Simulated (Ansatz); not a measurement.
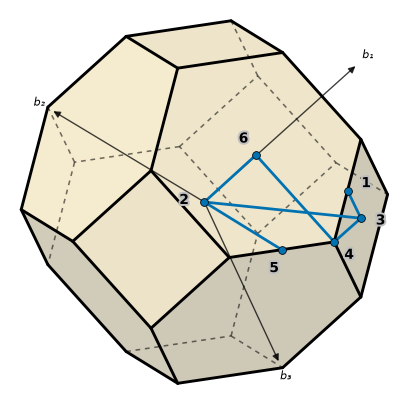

Crystal: Ir, coordinates from a relaxation with DFT, RPBE, plane waves (420 eV) with PAW, scalar-relativistic in Ansatz; the starting structure was generated, so it need not be a known form of this composition. The first Brillouin zone of a face-centred cubic lattice (cF; extended symbol cF2) is drawn with its special points numbered. All values are computed from the atomic coordinates in the standard setting (tolerance 0.002 Å).

a = 5.600 Å, b = 5.600 Å, c = 5.600 Å, α = 90.00°, β = 90.00°, γ = 90.00°.

Labels and path follow the convention of Hinuma et al. (2017), as computed by seekpath; the arrows show the directions of the reciprocal primitive vectors b₁, b₂, b₃, in which coordinates are given.

Give the label and coordinates of each numbered point.

Answer.
| no. | label | coordinates |
| --- | --- | --- |
| 1 | U | (5/8, 1/4, 5/8) |
| 2 | Γ | (0, 0, 0) |
| 3 | X | (1/2, 0, 1/2) |
| 4 | W | (1/2, 1/4, 3/4) |
| 5 | K | (3/8, 3/8, 3/4) |
| 6 | L | (1/2, 1/2, 1/2) |
